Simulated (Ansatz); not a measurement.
System: Nb, space group Fd-3m (No. 227) (one of a set of cubic test structures, which need not be the stable phase).

Method: equation of state of a cubic crystal from periodic Kohn-Sham density functional theory without spin, third-order Birch-Murnaghan fit to the free energies; pressure corrected for the finite basis (Ansatz 0.2.0 development build). Level: PBE.

| setting | value |
| --- | --- |
| structure type | diamond |
| atoms in cell | 2 |
| space group number | 227 |
| lattice centring | face-centred primitive |
| k mesh | 16×16×16 |
| occupation method | Fermi–Dirac |
| occupation width | 0.06123 eV |
| wave cutoff | 700 eV |
| datasets | hard PAW |
| density tolerance | 1e−09 eV |
| bands | 17 |
| density cutoff ratio | 4 |
| search for lower states | default |

Describe the result: the energy above the lowest point and pressure against volume. The volume takes the values 24.27, 24.79, 25.31, 25.82, 26.34, 26.86, 27.37 Å³/atom.

A third-order Birch–Murnaghan fit gives V0 = 25.77 Å³/atom, B0 = 66.8 GPa and B′ = 4.5. The energy above the lowest point is 20.3 meV/atom at volume 24.27 Å³/atom and 18.5 meV/atom at 27.37 Å³/atom; the lowest computed point is at volume 25.82 Å³/atom (0.0 meV/atom). The pressure falls from 4.577 GPa at volume 24.27 Å³/atom to −3.520 GPa at 27.37 Å³/atom, and changes sign near 25.78 Å³/atom.

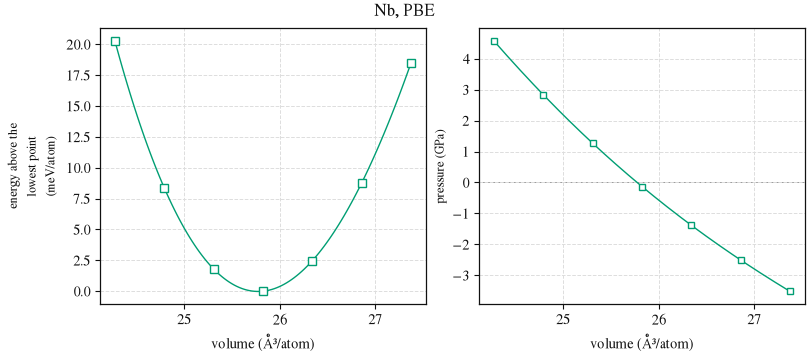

Caveats: cubic model structure, not the ambient form.
